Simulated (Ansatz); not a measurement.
Run report: Hf3O7, geometry relaxation (part 1 of 4)

System: Hf3O7 (slab, 10 atoms in the cell).
Method: DFT PBEsol, scalar-relativistic, plane waves, PAW, spin-polarised (Ansatz 0.2.0).

The structure derives from an entry of the Crystallography Open Database. The input holds or restrains some coordinates. Forces given for the steps count only the free coordinates. It belongs to a series of runs on one base structure; here: O put at a hollow O-O site.

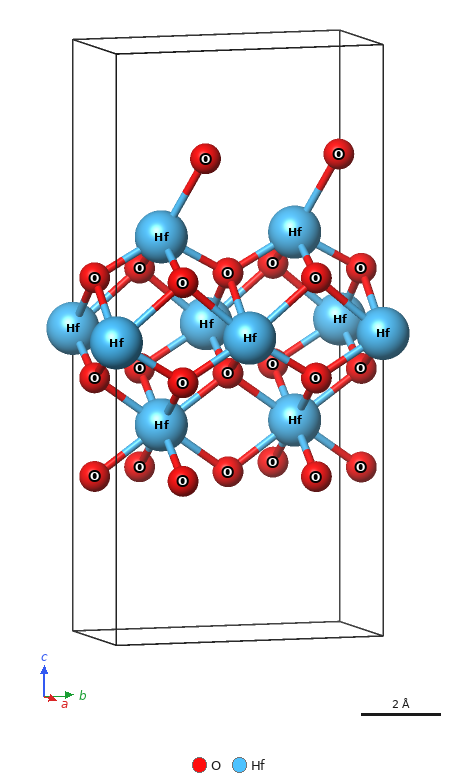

The input geometry (ball-and-stick view of the 1 × 2 repeat of the cell, with the vacuum cut short, seen slightly off an axis). An atom can appear more than once, as a periodic image.

### Input file
```yaml
crystal:
  lattice:
    - [3.5665804215, 0.0, 0.0]
    - [0.0, 3.5665804215, 0.0]
    - [0.0, 0.0, 25.3048830043]
  atoms:
    - { symbol: O, position: [0.5, 0.0, 0.3359035486] }
    - { symbol: O, position: [0.0, 0.5, 0.3359035486] }
    - { symbol: Hf, position: [0.5, 0.5, 0.3857349034] }
    - { symbol: O, position: [0.0, 0.5, 0.4355662581] }
    - { symbol: O, position: [0.5, 0.0, 0.4355662581] }
    - { symbol: Hf, position: [0.0, 0.0, 0.4783108515] }
    - { symbol: O, position: [0.5, 0.0, 0.5368061229] }
    - { symbol: O, position: [0.0, 0.5, 0.5368061229] }
    - { symbol: Hf, position: [0.5, 0.5, 0.5757992492] }
    - { symbol: O, position: [0.75, 0.75, 0.6572064622], spin: 2.0 }
basis:
  ecutwfc: 420
kpoints:
  mp_grid: { grid: [8, 8, 1] }
hamiltonian:
  xc: pbesol
scf:
  occupations: { method: gaussian, width: 0.05 }
output:
  forces: true
  eigenvalues: true
  populations: true
  write_density: true
  write_potential: true
  elf: true
  volumetric_format: npy
magnetization:
  spin_polarized: true
relax:
  adjacent_minimum: "off"
  f_tol: 0.03
  max_steps: 70
  constraints: [{ sites: [0, 1, 2, 3, 4] }]
efield:
  axis: 3
  dipole_correction: true
  ramp_width: 0.04
```

Hardware: 2 threads of Arm Neoverse V2, 128 GiB of memory available, shared host.

Run as:
```bash
ansatz run input.yaml --threads 2 --pin off --max-ram 5120MiB --backend cpu --events-out ev --progress --plain --runs-dir out
```

### Log
```
Engine: ansatz 0.2.0, aarch64-unknown-linux-gnu
Pseudopotentials: kind: paw
Pseudopotential: O, paw, valence charge 6, recommended cutoff 420 eV (normal), O.paw.azcp
Pseudopotential: Hf, paw, valence charge 26, recommended cutoff 420 eV (normal), Hf.paw.azcp
Functional definition: PBEsol
  exchange = pbesol_x
  correlation = pbesol_c
Crystal: 10 atoms, lattice volume = 321.891 Å³
Basis set: ecut = 420 eV, 6257 PW (Γ), exchange–correlation on 48×48×360 points (8 copies of the dense FFT grid, shifted against one another)
Bands: 74, of which v1, the nominal top of the filled ones, is band 60 counted from 1 (59 counted from 0)
Symmetry: 2 space group operations
k-points: 21 of 64 (time reversal used)
Non-local potential: O, projectors of the file, l = 0: 2, l = 1: 2, l = 2: 1
Non-local potential: Hf, projectors of the file, l = 0: 3, l = 1: 2, l = 2: 2, l = 3: 3
PAW form: soft (Blöchl's): semilocal exchange-correlation on the pseudo side does not see the compensation charge
PAW frozen core: O, regenerated for the run's functional, and the local potential with it (the file was generated under x = pbe(κ = 0.804, μ = 0.2195149727645171), c = pbe(β = 0.06672455060314922))
PAW frozen core: Hf, regenerated for the run's functional, and the local potential with it (the file was generated under x = pbe(κ = 0.804, μ = 0.2195149727645171), c = pbe(β = 0.06672455060314922))
PAW one-centre angular grid: O, 110 points (default); XC on 64 Gauss nodes
PAW one-centre angular grid: Hf, 590 points (default); XC on 64 Gauss nodes
Initial density: superposition of atomic densities (neutral atoms: chi_scale 0, normalization atom)
Starting moments: Σ|m| = 2 μB on 1 of 10 sites
Initial wavefunctions: pseudopotential atomic-orbital guess
Functional: x = pbesol(κ = 0.804, μ = 0.12345679012345678), c = pbesol(β = 0.046)
SCF iter   1: F=—  HF=-50737.729626 eV  |F-HF|=—  |Δ(HF+E_count)|=         —  Δρ=6.09e-2 (↑5.65e-2 ↓6.09e-2)  dr2=1.33e2  dr2_m=4.14e-1  M=1.993 μB ∫|m|=2.029 μB  β_m=1.00  ethr=3.10e-3  p=0.000 e·Å  D=3.74e-7 V/Å  ΔV_dip=-0.00 eV  dr2_dipole=4.22e1  V_vac-E_F(+/−)=9.22/9.22 eV  ⟨swp⟩=6.0  Hψ=11701  notcnv=0  defer=45
Mixer restart at iter 1: flushing history
efield: sawtooth ramp at fractional position 0.9766 (placed from the atoms, in the widest stretch of the axis that holds none; the zero of the levels goes with the place), width 0.0400; the density the first Hamiltonian is built on has a dipole p = 0.000 e·Å; the dipole correction subtracts the counter field D = 3.74e-7 V/Å, which shifts the + side's vacuum level by -0.00 eV against the − side's; the planar-averaged density in the ramp window peaks in size at 3.0e-6 e/Å³
preconditioner: auto → Resta (q_TF=auto, 2.315 Å⁻¹)  ε∞=2.6  [insulator: Δε(μ)=0.065 eV  Ē_g=17.497 eV  σ=0.050 eV  W_gap=0.64  n_scr=70 (ndim 8)  ℏωp=22.1 eV  f_vac=0.603  D(μ)=0.62/eV (n_scr^D=4)  ε∞_Penn≈2.6  vacuum switching on, ρ_ref=2.2e-2 e/Å³]
spin=Collinear: Resta preconditioning applied to the charge; magnetization (m = ρ↑ − ρ↓) channel mixes plain (no charge-response kernel on spin).
SCF iter   2: F=—  HF=-50834.854828 eV  |F-HF|=—  |Δ(HF+E_count)|=    9.71e1  Δρ=1.38e-1 (↑1.23e-1 ↓1.38e-1)  dr2=3.46e3  dr2_m=2.89e0  M=0.329 μB ∫|m|=0.515 μB  β_m=0.07  ethr=3.10e-3  p=1.553 e·Å  D=8.73e-1 V/Å  ΔV_dip=-22.09 eV  dr2_dipole=2.12e3  V_vac-E_F(+/−)=-2.80/19.30 eV  ⟨swp⟩=17.1  Hψ=16354  notcnv=0  defer=390  recentre
preconditioner: auto → LDOS  [metal: Δε(μ)=0.024 eV  Ē_g=16.082 eV  σ=0.050 eV  W_gap=0.26  n_scr=70 (ndim 8)  ℏωp=21.5 eV  f_vac=0.608  D(μ)=1.71/eV (n_scr^D=6)]
spin=Collinear: LDOS preconditioning applied to the charge; magnetization (m = ρ↑ − ρ↓) channel mixes plain (no charge-response kernel on spin).
density mixer auto → msr1: a metal under ldos (density of states about μ 0.75 of a free-electron gas's, 70 screened modes)
SCF iter   3: F=—  HF=-50733.525038 eV  |F-HF|=—  |Δ(HF+E_count)|=    1.01e2  Δρ=4.79e-2 (↑4.46e-2 ↓4.79e-2)  dr2=9.32e1  dr2_m=2.67e-1  M=1.769 μB ∫|m|=1.824 μB  β_m=0.05  ethr=3.10e-3  p=0.038 e·Å  D=2.13e-2 V/Å  ΔV_dip=-0.54 eV  dr2_dipole=2.97e1  V_vac-E_F(+/−)=8.71/9.25 eV  ⟨swp⟩=7.4  Hψ=11513  notcnv=0  defer=296
SCF iter   4: F=—  HF=-50728.166924 eV  |F-HF|=—  |Δ(HF+E_count)|=    5.36e0  Δρ=3.60e-2 (↑2.99e-2 ↓3.60e-2)  dr2=1.78e1  dr2_m=5.82e-1  M=0.774 μB ∫|m|=1.165 μB  β_m=0.17  ethr=3.10e-3  p=0.203 e·Å  D=1.14e-1 V/Å  ΔV_dip=-2.88 eV  dr2_dipole=1.04e0  V_vac-E_F(+/−)=6.78/9.67 eV  ⟨swp⟩=4.9  Hψ=5192  notcnv=0  defer=315
SCF iter   5: F=—  HF=-50725.332076 eV  |F-HF|=—  |Δ(HF+E_count)|=    2.83e0  Δρ=2.79e-2 (↑1.79e-2 ↓2.79e-2)  dr2=4.37e0  dr2_m=7.23e-1  M=0.465 μB ∫|m|=1.032 μB  β_m=0.42  ethr=3.10e-3  p=0.210 e·Å  D=1.18e-1 V/Å  ΔV_dip=-2.99 eV  dr2_dipole=2.75e-1  V_vac-E_F(+/−)=6.55/9.54 eV  ⟨swp⟩=5.2  Hψ=7292  notcnv=0  defer=299
SCF iter   6: F=—  HF=-50725.501725 eV  |F-HF|=—  |Δ(HF+E_count)|=   1.70e-1  Δρ=1.77e-2 (↑1.16e-2 ↓1.77e-2)  dr2=3.02e0  dr2_m=2.90e-1  M=0.677 μB ∫|m|=1.146 μB  β_m=0.48  ethr=3.10e-3  p=-0.106 e·Å  D=-5.96e-2 V/Å  ΔV_dip=1.51 eV  dr2_dipole=4.10e-1  V_vac-E_F(+/−)=10.63/9.15 eV  ⟨swp⟩=2.5  Hψ=3801  notcnv=0  defer=294
SCF iter   7: F=—  HF=-50725.778688 eV  |F-HF|=—  |Δ(HF+E_count)|=         —  Δρ=1.47e-2 (↑7.86e-3 ↓1.47e-2)  dr2=1.57e0  dr2_m=2.12e-1  M=0.654 μB ∫|m|=1.028 μB  β_m=0.48  ethr=2.52e-3  p=-0.437 e·Å  D=-2.46e-1 V/Å  ΔV_dip=6.22 eV  dr2_dipole=6.01e-1  V_vac-E_F(+/−)=15.09/8.91 eV  ⟨swp⟩=3.3  Hψ=4285  notcnv=0  defer=299
SCF iter   8: F=—  HF=-50725.816252 eV  |F-HF|=—  |Δ(HF+E_count)|=   3.76e-2  Δρ=1.16e-2 (↑6.29e-3 ↓1.16e-2)  dr2=2.11e0  dr2_m=1.12e-1  M=0.725 μB ∫|m|=1.080 μB  β_m=0.74  ethr=1.31e-3  p=-0.489 e·Å  D=-2.75e-1 V/Å  ΔV_dip=6.95 eV  dr2_dipole=1.22e0  V_vac-E_F(+/−)=15.76/8.85 eV  ⟨swp⟩=2.3  Hψ=3931  notcnv=0  defer=287
SCF iter   9: F=—  HF=-50725.777976 eV  |F-HF|=—  |Δ(HF+E_count)|=   3.83e-2  Δρ=1.11e-2 (↑5.90e-3 ↓1.11e-2)  dr2=1.88e0  dr2_m=1.03e-1  M=0.714 μB ∫|m|=1.066 μB  β_m=0.52  ethr=1.31e-3  p=-0.484 e·Å  D=-2.72e-1 V/Å  ΔV_dip=6.88 eV  dr2_dipole=1.11e0  V_vac-E_F(+/−)=15.70/8.86 eV  ⟨swp⟩=1.7  Hψ=3246  notcnv=0  defer=285
SCF iter  10: F=—  HF=-50725.750559 eV  |F-HF|=—  |Δ(HF+E_count)|=   2.74e-2  Δρ=1.07e-2 (↑5.70e-3 ↓1.07e-2)  dr2=1.75e0  dr2_m=9.56e-2  M=0.706 μB ∫|m|=1.057 μB  β_m=0.02  ethr=1.31e-3  p=-0.470 e·Å  D=-2.64e-1 V/Å  ΔV_dip=6.69 eV  dr2_dipole=1.04e0  V_vac-E_F(+/−)=15.53/8.88 eV  ⟨swp⟩=1.2  Hψ=3163  notcnv=0  defer=284
SCF iter  11: F=—  HF=-50725.660268 eV  |F-HF|=—  |Δ(HF+E_count)|=   9.03e-2  Δρ=1.38e-2 (↑6.63e-3 ↓1.38e-2)  dr2=9.26e-1  dr2_m=1.83e-1  M=0.566 μB ∫|m|=0.947 μB  β_m=0.12  ethr=1.31e-3  p=-0.433 e·Å  D=-2.43e-1 V/Å  ΔV_dip=6.16 eV  dr2_dipole=1.69e-1  V_vac-E_F(+/−)=15.08/8.96 eV  ⟨swp⟩=2.6  Hψ=3414  notcnv=0  defer=292
SCF iter  12: F=—  HF=-50725.585239 eV  |F-HF|=—  |Δ(HF+E_count)|=   7.50e-2  Δρ=1.21e-2 (↑5.64e-3 ↓1.21e-2)  dr2=7.30e-1  dr2_m=1.28e-1  M=0.565 μB ∫|m|=0.931 μB  β_m=0.13  ethr=7.71e-4  p=-0.369 e·Å  D=-2.08e-1 V/Å  ΔV_dip=5.26 eV  dr2_dipole=1.33e-1  V_vac-E_F(+/−)=14.23/9.01 eV  ⟨swp⟩=2.7  Hψ=4096  notcnv=0  defer=306
SCF iter  13: F=—  HF=-50725.479117 eV  |F-HF|=—  |Δ(HF+E_count)|=   1.06e-1  Δρ=7.95e-3 (↑4.27e-3 ↓7.95e-3)  dr2=3.12e-1  dr2_m=6.05e-2  M=0.547 μB ∫|m|=0.910 μB  β_m=0.53  ethr=6.09e-4  p=-0.252 e·Å  D=-1.42e-1 V/Å  ΔV_dip=3.59 eV  dr2_dipole=5.55e-2  V_vac-E_F(+/−)=12.68/9.11 eV  ⟨swp⟩=3.0  Hψ=4671  notcnv=0  defer=300
SCF iter  14: F=—  HF=-50725.372154 eV  |F-HF|=—  |Δ(HF+E_count)|=   1.07e-1  Δρ=1.10e-3 (↑1.01e-3 ↓1.10e-3)  dr2=2.15e-2  dr2_m=1.00e-3  M=0.517 μB ∫|m|=0.853 μB  β_m=0.64  ethr=2.60e-4  p=0.043 e·Å  D=2.42e-2 V/Å  ΔV_dip=-0.61 eV  dr2_dipole=5.06e-3  V_vac-E_F(+/−)=8.81/9.42 eV  ⟨swp⟩=4.4  Hψ=6095  notcnv=0  defer=312
SCF iter  15: F=—  HF=-50725.373083 eV  |F-HF|=—  |Δ(HF+E_count)|=   9.29e-4  Δρ=4.85e-4 (↑3.94e-4 ↓4.85e-4)  dr2=3.80e-3  dr2_m=3.30e-4  M=0.526 μB ∫|m|=0.877 μB  β_m=0.70  ethr=1.79e-5  p=0.056 e·Å  D=3.15e-2 V/Å  ΔV_dip=-0.80 eV  dr2_dipole=1.30e-3  V_vac-E_F(+/−)=8.61/9.41 eV  ⟨swp⟩=2.4  Hψ=5173  notcnv=0  defer=309
SCF iter  16: F=—  HF=-50725.373706 eV  |F-HF|=—  |Δ(HF+E_count)|=   6.23e-4  Δρ=2.44e-4 (↑2.44e-4 ↓2.39e-4)  dr2=1.40e-3  dr2_m=7.16e-5  M=0.529 μB ∫|m|=0.895 μB  β_m=0.66  ethr=3.16e-6  p=0.057 e·Å  D=3.18e-2 V/Å  ΔV_dip=-0.80 eV  dr2_dipole=4.93e-4  V_vac-E_F(+/−)=8.60/9.40 eV  ⟨swp⟩=2.2  Hψ=4937  notcnv=0  defer=306
SCF iter  17: F=—  HF=-50725.373711 eV  |F-HF|=—  |Δ(HF+E_count)|=   5.42e-6  Δρ=1.17e-4 (↑1.17e-4 ↓1.04e-4)  dr2=4.58e-4  dr2_m=6.63e-6  M=0.531 μB ∫|m|=0.905 μB  β_m=0.62  ethr=1.17e-6  p=0.055 e·Å  D=3.10e-2 V/Å  ΔV_dip=-0.79 eV  dr2_dipole=1.44e-4  V_vac-E_F(+/−)=8.60/9.39 eV  ⟨swp⟩=2.1  Hψ=4910  notcnv=0  defer=306
SCF iter  18: F=—  HF=-50725.373689 eV  |F-HF|=—  |Δ(HF+E_count)|=   2.22e-5  Δρ=6.23e-5 (↑5.35e-5 ↓6.23e-5)  dr2=8.13e-5  dr2_m=1.18e-6  M=0.532 μB ∫|m|=0.910 μB  β_m=0.57  ethr=3.82e-7  p=0.055 e·Å  D=3.08e-2 V/Å  ΔV_dip=-0.78 eV  dr2_dipole=1.85e-5  V_vac-E_F(+/−)=8.60/9.38 eV  ⟨swp⟩=2.0  Hψ=4441  notcnv=0  defer=306
SCF iter  19: F=-50725.373687 eV  HF=-50725.373688 eV  |F-HF|=4.00e-7  |Δ(HF+E_count)|=   1.06e-6  Δρ=2.39e-5 (↑2.18e-5 ↓2.39e-5)  dr2=5.05e-6  dr2_m=3.55e-7  M=0.533 μB ∫|m|=0.912 μB  ethr=1.87e-8  p=0.055 e·Å  D=3.10e-2 V/Å  ΔV_dip=-0.78 eV  dr2_dipole=3.76e-9  V_vac-E_F(+/−)=8.59/9.37 eV  ⟨swp⟩=25.4  Hψ=41355  notcnv=0
SCF 1 converged in 19 iterations: F = -50725.373687 eV  dr2 = 5.05e-6
  greatest PAW one-centre occupation: 0.999 electrons in one spin orbital (limit 2), on the Hf atom at site 2 (counted from 0), in its partial waves of l = 3
relax step   1: F+E_penalty+E_count = -50725.37368725 eV  Δ(F+E_penalty+E_count) = +0.000e0 eV  max|allowed force component| = 4.697e0 eV/Å  Δτ_max = 0.0000 Å  (19 SCF iters, dr2 threshold 2.25e-5 eV, accepted)
Initial density: handed on by an earlier stage of this run
Starting moments: Σ|m| = 2 μB on 1 of 10 sites; this step starts from the density that it was given
Initial wavefunctions: those handed on with the density
```
